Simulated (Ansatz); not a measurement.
```
Ge Sb Te
1.0
     2.13191   -3.69258    0.00000
     2.13191    3.69258    0.00000
     0.00000    0.00000   24.06574
Ge Sb Te
2 2 5
Direct
  0.00000 0.00000 0.24929
  0.00000 0.00000 0.75071
  0.66667 0.33333 0.08427
  0.33333 0.66667 0.91573
  0.00000 0.00000 0.00000
  0.66667 0.33333 0.84316
  0.33333 0.66667 0.15684
  0.66667 0.33333 0.30808
  0.33333 0.66667 0.69192
```

Space group P-3m1; a structure from a database of computed crystals, not necessarily the ambient phase.

The calculation used DFT PBE, scalar-relativistic, plane waves, PAW (Ansatz).

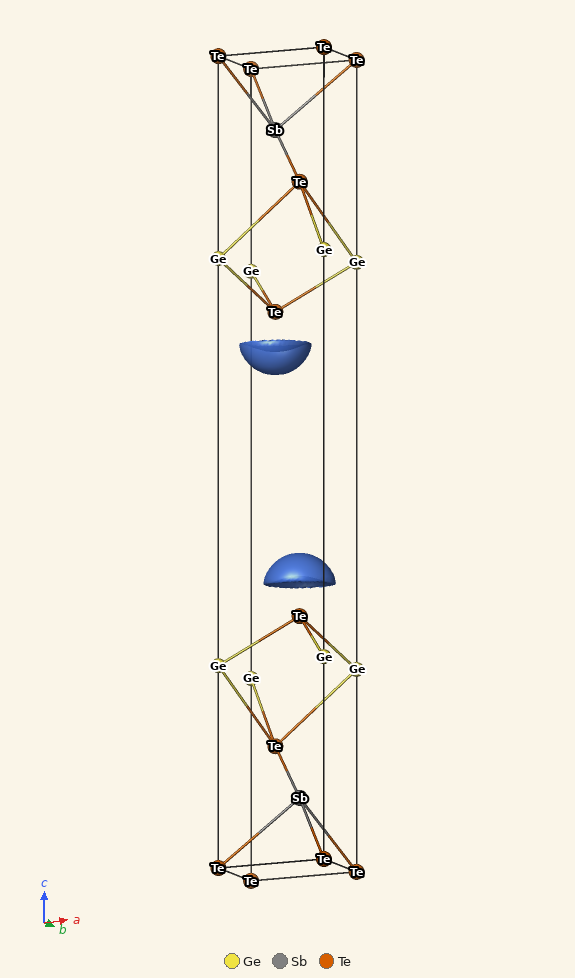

Ge2Sb2Te5. Isosurface of the electron localisation function at 0.75 (blue), seen at an oblique angle. Core shells and regions of very low density are left out. Sticks mark near contacts.

Core electrons are frozen (PAW), and the valence fields are smoothed inside the atomic spheres.

Identify the bonds, lone pairs and shells in this picture.

At this value the surface marks out two lobes on Te, pointing away from the bonds (lone pairs), counted in one cell of 9 atoms. Any copies at cell faces, edges or corners count once. Profiles from the grid: Ge–Te (2.84 Å): the ELF peaks at about 0.70 in the valence shell of Te, 1.3 Å from its nucleus, and is about 0.70 at the midpoint. Sb–Te (3.02 Å): the ELF peaks at about 0.65 in the valence shell of Te, 1.3 Å from its nucleus, and is about 0.60 at the midpoint.
